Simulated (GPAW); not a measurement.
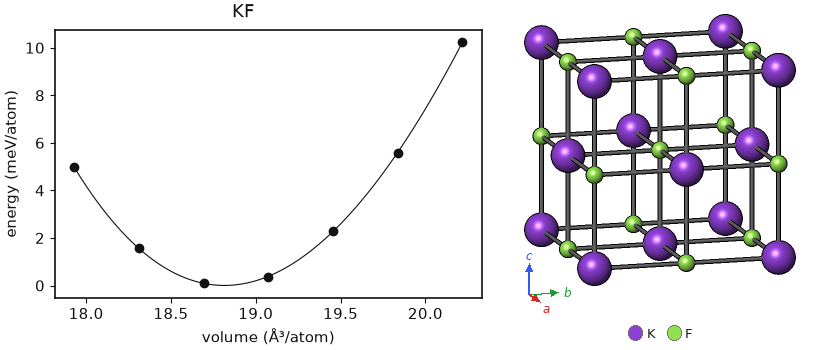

Plotted: energy against volume for KF, space group Fm-3m (No. 225). The conventional cell is drawn beside the plot.

The given structure:
```
CELL_PARAMETERS angstrom
0.00000 2.67185 2.67185
2.67185 0.00000 2.67185
2.67185 2.67185 0.00000
ATOMIC_POSITIONS crystal
K 0.00000 0.00000 0.00000
F 0.50000 0.50000 0.50000
```

Method: PAW DFT in plane waves, on a grid or in atomic orbitals, no spin polarisation; energies at scaled volumes of the given cell, shape and fractions fixed, counted from the fit's minimum, third-order Birch-Murnaghan fit (GPAW 26.7.0). Level: r2SCAN.

k mesh 9×9×9; occupations Fermi–Dirac; smearing width 0.05 eV; potentials GPAW PAW data sets (gpaw data 1.2.1); wave cutoff 800 eV; program settings basis pw.

This calculation gives: equilibrium volume 18.82 Å³/atom and bulk modulus 35.3 GPa.

Now F is replaced by Br on all its sites, which gives KBr in the same structure. The second calculation uses wave cutoff 600 eV and k mesh 7×7×7. Predict the effect.

The equilibrium volume rises from 18.82 to 36.03 Å³/atom (+91 %) and the bulk modulus falls from 35.3 to 15.9 GPa (−55 %).

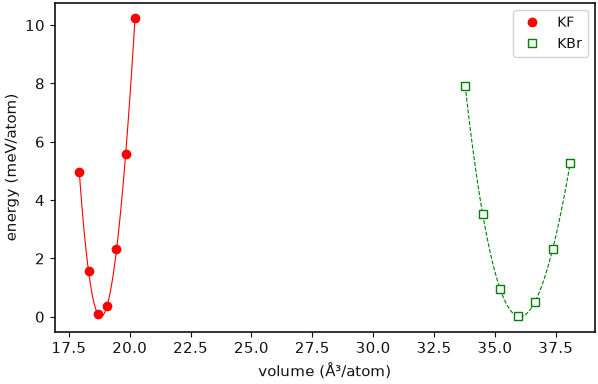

The two results together.

For both, limits of the calculation: the fit and the printed pressures don't fully agree, or the minimum lies near the end of the range.

V0 and the bulk modulus come from third-order Birch–Murnaghan fits.
